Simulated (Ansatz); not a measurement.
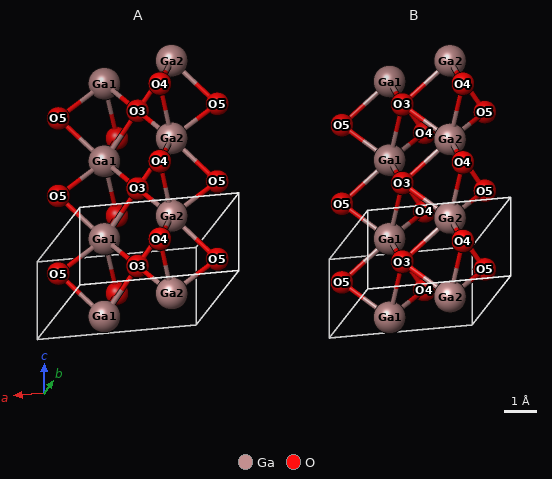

Two geometries of a crystal of Ga₂O₃ (a generated structure, set up in P-62m) (coarse preliminary run), drawn at one scale. One is the start of a relaxation, the other its converged end. The picture is a ball-and-stick view of the cell of the calculation, repeated 1 × 1 × 3 with one cell outlined, seen from a free direction.

Method: Ansatz, DFT PBE, scalar-relativistic, plane waves, PAW. Set-up: plane-wave cutoff 420 eV; k-point mesh 6 × 6 × 6; occupations gaussian; smearing width 0.1 eV; no spin polarisation; cell and atoms relaxed; force threshold 0.04 eV/Å; at most 70 steps.

Which geometry has the lower energy?

Answer. Structure A is the relaxed one. The largest moves relative to the cell, 0.87 Å, are those of O3, O4 and O5. O4 goes along +a. Ga stays in place. The volume changes by +22.1 %, with a = b 4.754 → 5.287 Å (+11.2 %), c 2.690 → 2.655 Å (−1.3 %). Near-neighbour distances that change, for instance: Ga1–O3 2.079 → 2.023 Å. Among the angles between lasting bonds that change: Ga1–O3–Ga2 135.2° → 179.1°, Ga1–O3–Ga2 82.6° → 98.0°. The space group stays P-62m (No. 189). The energy falls by 262 meV per atom in 8 accepted moves (10 points after the start). The largest force component goes from 1.6 to 0.0033 eV/Å. Pressure: 0.28 GPa at the start and 0.22 GPa at the end. At 2 points the geometry stayed and the basis and grid were re-selected for the new cell (energy shift of 30.9 meV per atom at most each time). The run took 64 s on 1 thread of Arm Neoverse V1 (shared host), peak memory 0.36 GiB.
